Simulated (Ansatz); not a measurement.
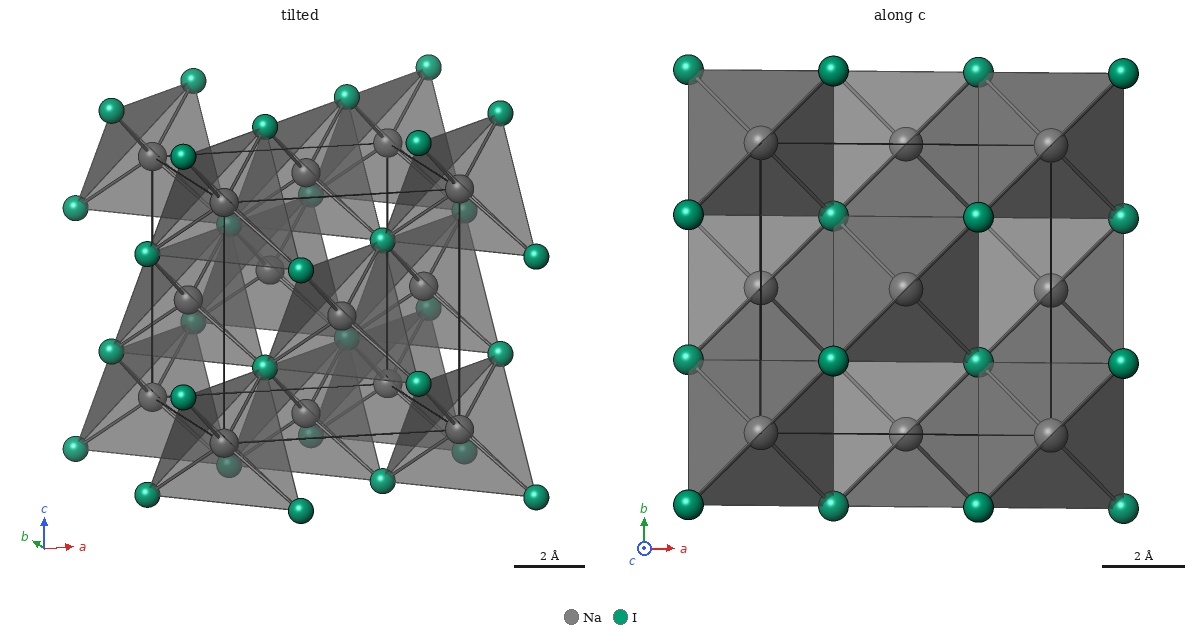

An orthographic polyhedral view of the structure, slightly off an axis and along the c axis. The parallelepiped is the drawn cell (a repeat of the simulation cell). Some atoms of the next cells are drawn as well.

NaI, a = 7.086 Å, b = 7.086 Å, c = 7.086 Å, α = 90.00°, β = 90.00°, γ = 90.50°. Strictly the space group is Imm2 (No. 44, within 0.01 Å). It is a distorted form of a face-centred cubic structure, space group F-43m (No. 216) within 0.25 Å: zinc blende (sphalerite type). The structure was taken from a structure type filled with these elements by a generator (whether the compound takes this form wasn't checked). The cell was then strained or its atoms displaced on purpose. It was the input of a calculation with Ansatz.

This one geometry was computed with Ansatz (DFT, plane waves, PAW) at three levels of theory: HSE06, r2SCAN and PBE. It was relaxed with r2SCAN and then strained.

Q: How does the band gap change with the level of theory?

A: PBE: a gap of 3.81 eV, direct; r2SCAN: a gap of 4.41 eV, direct; HSE06: a gap of 4.80 eV, direct.

Q: Collect the results in a table.

A:
| level | cutoff (eV) | k-mesh of the run's cell | gap (eV) | pressure (GPa) |
| --- | --- | --- | --- | --- |
| HSE06 | 420 | 4×4×4 | 4.80 | 0.2 |
| r2SCAN | 500 | 6×6×6 | 4.41 | 0.0 |
| PBE | 420 | 6×6×6 | 3.81 | 0.4 |

Gaps are taken on the k-mesh or band path of each run.
